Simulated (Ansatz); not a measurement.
Band edges of a single layer of PtS$_{2}$ (space group of the slab cell P-3m1).

```
Pt S
1.0
     3.54320    0.00000    0.00000
    -1.77160    3.06850    0.00000
     0.00000    0.00000   15.51940
Pt S
1 2
Direct
  0.00000 0.00000 0.50000
  0.33333 0.66667 0.58117
  0.66667 0.33333 0.41883
```

Theory: DFT PBE, scalar-relativistic, plane waves, PAW; levels and slopes on a dense k mesh at the converged density in Ansatz. No spin polarisation. k mesh for the levels: 54×54×1. Cell and positions as given, without relaxation.

Masses come from a second pass at points close to the extrema; at the energies drawn a band may no longer be parabolic.

The gap is indirect, 1.79 eV at this level of theory (semilocal functionals give gaps that are too small, and can reorder valleys that lie close). Another valley lies within 0.05 eV of an edge, so the kind of gap can change with the cell or the functional.

Valence band: six equivalent maxima on the Γ–M line, nearly flat in one direction, with mass 0.84 mₑ across; six equivalent maxima on the K–Γ line, 0.01 eV below the edge, principal masses 0.61 and 1.25 mₑ. Band 15 forms the valence edge; band 14 begins 0.10 eV lower (on the K–Γ line).
Conduction band: six equivalent minima on the Γ–M line, principal masses 0.27 and 0.68 mₑ; six equivalent minima on the K–Γ line, 0.09 eV above the edge, principal masses 0.36 and 1.43 mₑ. Band 16 forms the conduction edge.

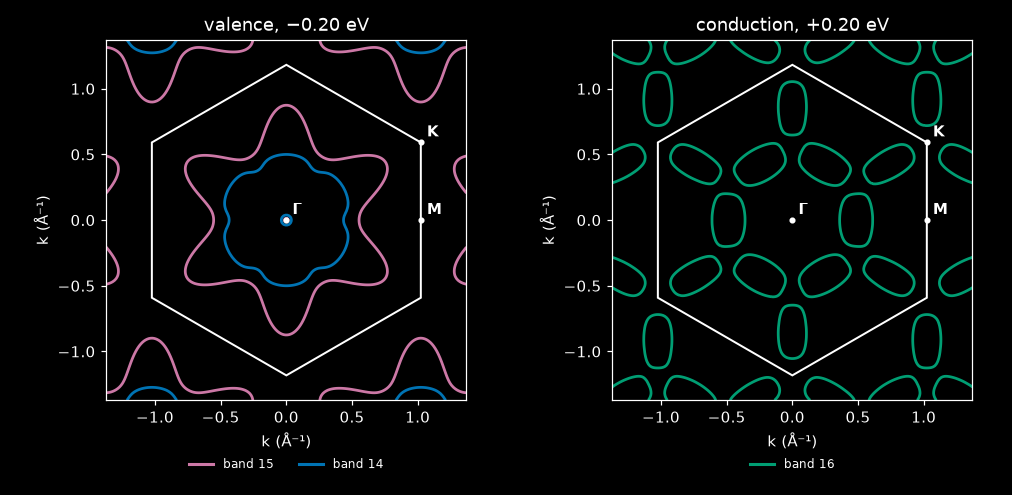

Constant-energy contours near the two band edges, measured from each edge.

Spin-orbit coupling, left out here, can change the gap, its kind, the place of the band edges and the masses, since the compound holds Pt.

Cost: 14 s on 2 threads of Intel(R) Xeon(R) 6975P-C (Granite Rapids), on a shared host, peak memory 0.77 GiB.
